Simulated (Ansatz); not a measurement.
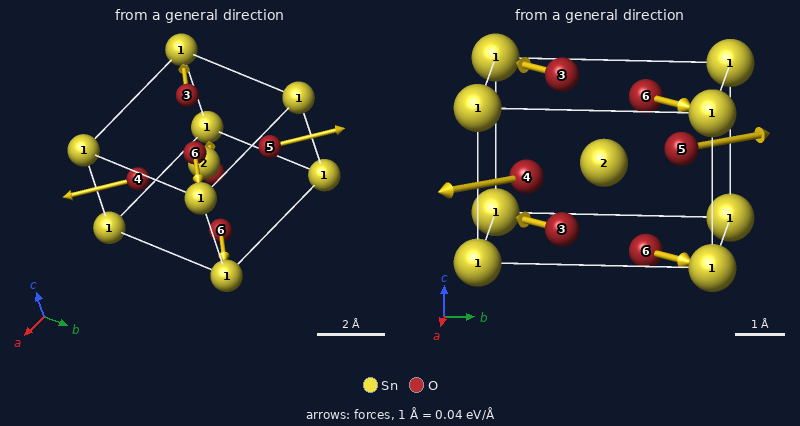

View from two general directions, drawn as a spheres-only model. Lines trace the edges of the simulation cell. The arrows are the computed forces on the atoms.

System: SnO$_{2}$. Method: DFT PBE, scalar-relativistic, plane waves, PAW in Ansatz 0.2.0; wavefunction cutoff 420 eV, k-grid 6×6×10, Gaussian smearing of 0.05 eV, no spin polarisation.

Question: Judging by the arrows, is the geometry relaxed?

Answer: No. The atoms still feel forces of up to about 0.081 eV/Å, above a usual threshold of 0.01 to 0.03 eV/Å.

Question: Name the atom under the greatest force.

Answer: O4 and O5, about 0.081 eV/Å.

The structure comes from a structure type known for this compound. The cell was then strained or its atoms displaced on purpose. It went into a calculation with Ansatz.
